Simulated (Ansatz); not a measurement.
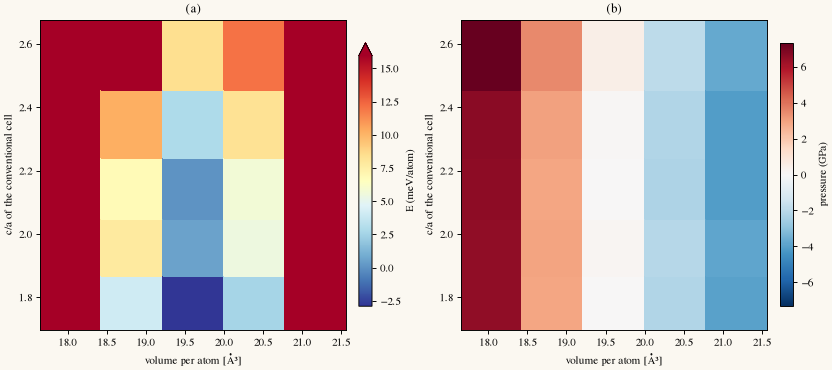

Ga₃Sb (I4/mmm, No. 139; 4 atoms in the cell). 
- The energy is mapped over volume and the cell's shape.
- Coordinates scanned: (1) volume per atom; (2) c/a of the conventional cell.
- Nothing is relaxed (symmetry fixes all fractional coordinates).
- Grid: 5 × 5 points.
- Points are written as (first, second).
- Energies: meV/atom, counted from the relaxed crystal.
- The calculation used Ansatz 0.2.0, DFT PBEsol+D3(BJ), scalar-relativistic, plane waves, PAW. Settings: cutoff 420 eV, k-mesh 14×14×14, gaussian smearing 0.15 eV, no spin polarisation.

Panel (a) is the energy and panel (b) the computed pressure on the same grid.

Drawn: one coloured cell a grid point, one colour for all values above the top of the scale.

### How does the pressure vary over the map, and what is it at the lowest grid point?

It runs from −4.1 GPa at (21.18 Å³, 2.139) to 7.3 GPa at (18.04 Å³, 2.565). At the lowest grid point, (19.61 Å³, 1.783), it is 0.1 GPa. That point lies on the edge of the scan.

```
c/a of the conventional cell ↓, volume per atom →  18.04  18.82  19.61  20.39  21.18
                                            2.565    7.3    3.5    0.5   −1.9   −3.8
                                            2.342    6.6    3.0    0.1   −2.2   −4.1
                                            2.139    6.6    2.9    0.0   −2.3   −4.1
                                            1.953    6.5    3.0    0.1   −2.1   −3.9
                                            1.783    6.5    2.9    0.1   −2.2   −4.0
```

PAW datasets: the set soft_1.
